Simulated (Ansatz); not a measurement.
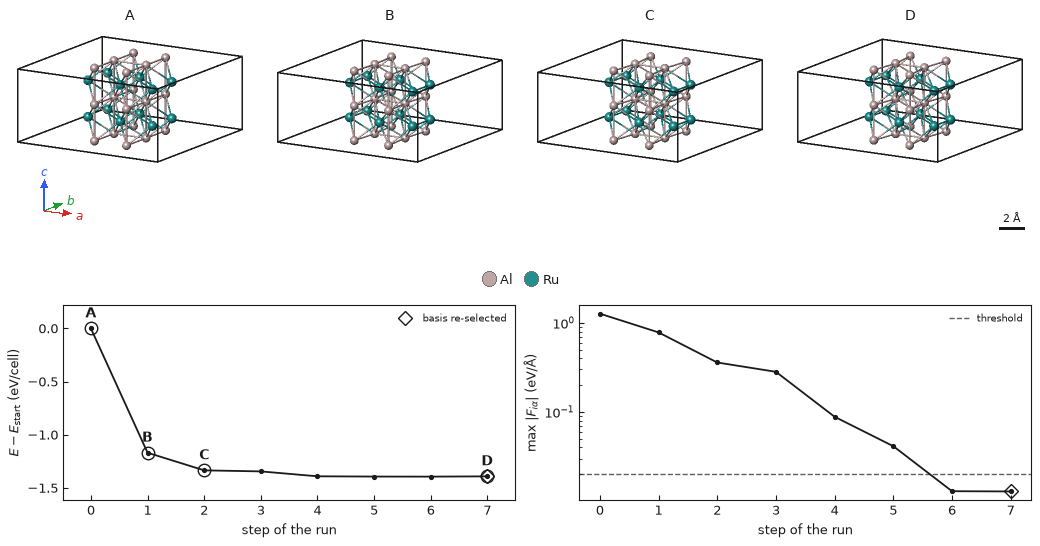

Frames of a relaxation of a wire of composition AlRu, marked on the history of the run. Style: ball-and-stick. Shown: the 2 repeat of the cell, with the vacuum cut short, from a free direction.

Case: wire along [0 0 1], 12 atoms a period.

Computed with Ansatz 0.2.0, DFT PBE, scalar-relativistic, plane waves, PAW.

The input:
```yaml
crystal:
  lattice:
    - [15.0, 0.0, 0.0]
    - [0.0, 15.3, 0.0]
    - [0.0, 0.0, 3.0040847247]
  atoms:
    - { symbol: Al, position: [0.3998638425, 0.3036545932, 0.0] }
    - { symbol: Al, position: [0.3998638425, 0.5, 0.0] }
    - { symbol: Al, position: [0.3998638425, 0.6963454068, 0.0] }
    - { symbol: Al, position: [0.6001361575, 0.3036545932, 0.0] }
    - { symbol: Al, position: [0.6001361575, 0.5, 0.0] }
    - { symbol: Al, position: [0.6001361575, 0.6963454068, 0.0] }
    - { symbol: Ru, position: [0.299727685, 0.4018272966, 0.5] }
    - { symbol: Ru, position: [0.299727685, 0.5981727034, 0.5] }
    - { symbol: Ru, position: [0.5, 0.4018272966, 0.5] }
    - { symbol: Ru, position: [0.5, 0.5981727034, 0.5] }
    - { symbol: Ru, position: [0.700272315, 0.4018272966, 0.5] }
    - { symbol: Ru, position: [0.700272315, 0.5981727034, 0.5] }
basis:
  ecutwfc: 420
kpoints:
  mp_grid: { grid: [1, 1, 18] }
hamiltonian:
  xc: pbe
scf:
  occupations: { method: gaussian, width: 0.05 }
output:
  forces: true
  stress: true
  eigenvalues: true
  populations: true
  write_density: true
  write_potential: true
  elf: true
  volumetric_format: npy
relax:
  adjacent_minimum: "off"
  f_tol: 0.02
  max_steps: 45
  cell: { fix: [a, b, alpha, beta, gamma], stress_tol: 0.03 }
```

Launched with:
```bash
ansatz run input.yaml --threads 4 --pin off --max-ram 11264MiB --backend cpu --events-out ev --progress --plain --runs-dir out
```

**Describe the path.**

The energy falls by 1.391 eV per cell of the calculation in 6 accepted moves (7 points after the start). Largest force component: 1.3 eV/Å at the start, 0.013 eV/Å at the end. At 1 point the geometry stayed and the basis and grid were re-selected for the new cell (energy shift of 2.4 meV per cell of the calculation at most each time). The largest moves relative to the centre of the atoms, 0.27 Å, are those of Al1, Al3, Al4 and Al6. By element the largest moves are Al 0.27 Å, Ru 0.25 Å. Along the periodic axis the drawn cell goes c 6.008 → 5.789 Å (−3.6 %). Among the contacts that change: Ru11–Ru12 3.004 → 2.514 Å, Al2–Al5 3.004 → 2.695 Å, Al1–Al2 3.004 → 2.824 Å, Ru10–Ru10 3.004 → 2.895 Å. Bond angles that change, for instance: Al5–Ru12–Al6 109.5° → 106.3°, Al5–Ru12–Al6 70.5° → 67.9°. The run took 2.4 min on 4 threads of Intel(R) Xeon(R) Platinum 8175M CPU @ 2.50GHz (Skylake/Cascade Lake), with other jobs on the host, peak memory 1.6 GiB. From step 0 to 1: Al atoms move most (0.18 Å), energy −1.168 eV per cell of the calculation. From step 1 to 2: Ru atoms move most (0.08 Å), energy −0.166 eV per cell of the calculation. From step 2 to 7: Ru atoms move most (0.06 Å), energy −56.5 meV per cell of the calculation.
